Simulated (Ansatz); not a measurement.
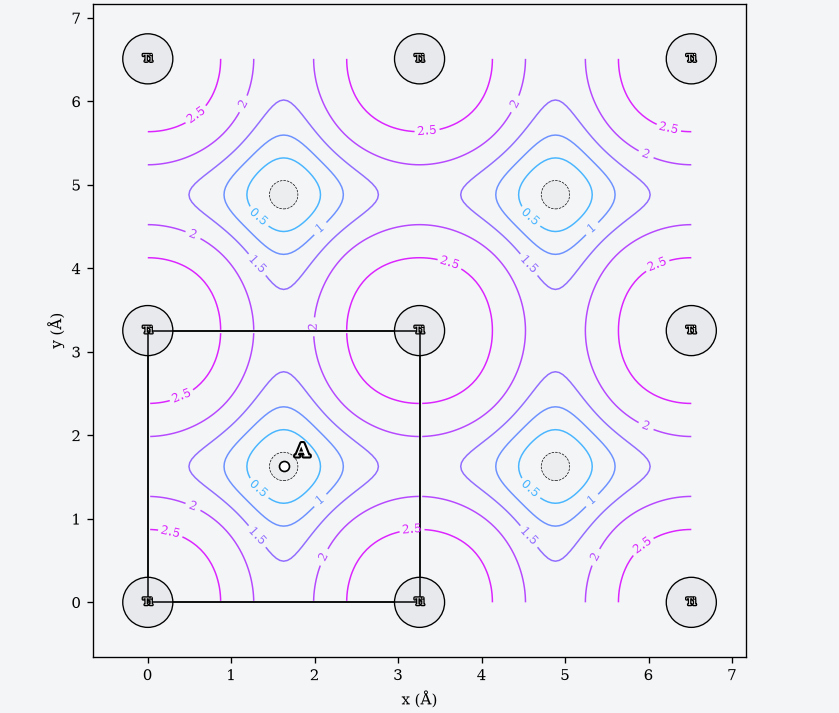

Si on a Ti(100) slab cut from the Im-3m phase, its upper half relaxed before the scan (16 atoms of substrate and one adsorbate in a 2 × 2 cell). 
- Si is moved over the surface cell; relaxed at each place: the height of the adsorbate's atoms; substrate rigid; the origin of the map has the adsorbate above Ti13.
- Places are given modulo a cell vector. The map is drawn in real space over the plane of the surface.
- Grid: 8 × 8 points; 15 points were computed and 49 follow by symmetry.
- Places are given in fractions of the 1 × 1 surface cell.
- Energies are in eV, from the lowest grid point.
- Level of theory: DFT PBE, scalar-relativistic, plane waves, PAW in Ansatz 0.2.0. Settings: cutoff 420 eV, k-mesh 4×4×1, gaussian smearing 0.1 eV, no spin polarisation.

Drawn: contour lines labelled in eV, labelled circles for the atoms of the top layer and small ones for the second layer, the outline of one cell of the 2 × 2 shown, the point A. Between grid points the surface is interpolated.

Q: What is the easiest way out of the well at A, and how high is the barrier?

A: The easiest path leads from the well at a fourfold hollow over a second-layer Ti atom, (4/8, 4/8) of the cell vectors to its copy one period on. Its highest point lies about 1.7 eV above the bottom of the first well on the interpolated surface, at a bridge site between two Ti atoms, (0/8, 4/8) of the cell vectors. This is the barrier on the constrained surface; relaxing the other coordinates would change it.

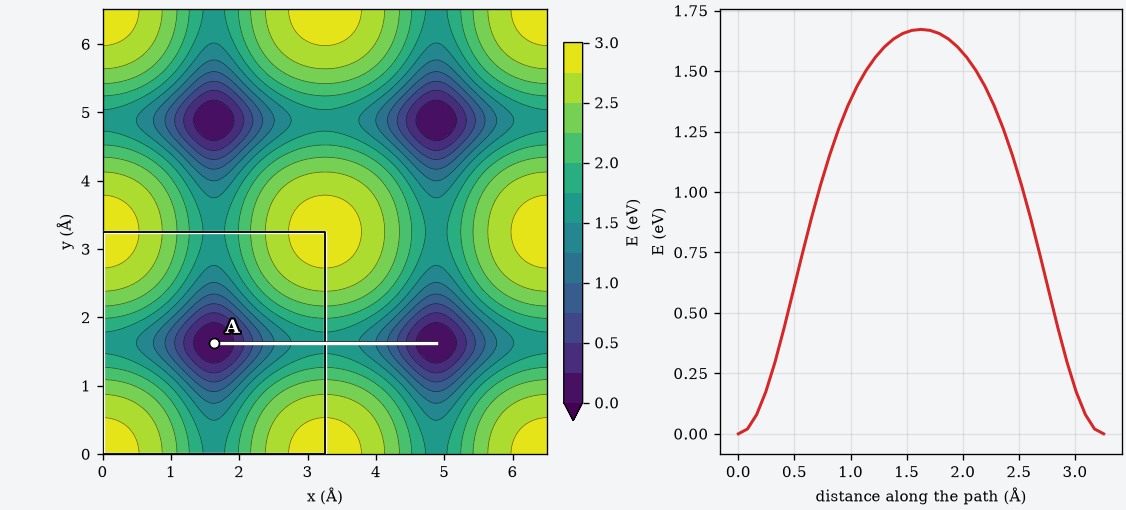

Drawn: filled contours, a line along the lowest path, the outline of one cell of the 2 × 2 shown, the energy along the path at the right. Between grid points the surface is interpolated.

PAW datasets: the set soft_1.
